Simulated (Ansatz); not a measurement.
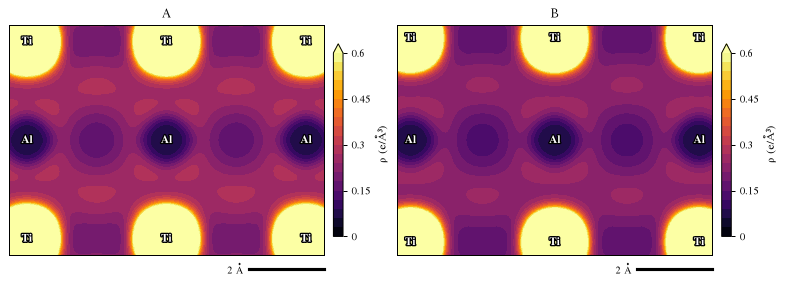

TiAl₃. The valence charge density (pseudo) of two cells that differ in size, on the (101) plane of each (indices in the axes of the calculation cell), at one length scale and on one colour scale; one has 13.0 and the other 14.4 Å³ an atom.

Method: DFT LDA, scalar-relativistic, plane waves, PAW in Ansatz.

In a PAW calculation such maps are meaningful between the atoms, not at the nuclei.

Which is the denser cell? Describe the effect of the change.

Panel A is the smaller cell, by 10 % in volume. From the larger cell to the smaller, Ti–Al goes from 2.73 to 2.64 Å, and the density at its midpoint from 0.23 to 0.26 e/Å³; the pressure goes from 5.0 to 22 GPa.
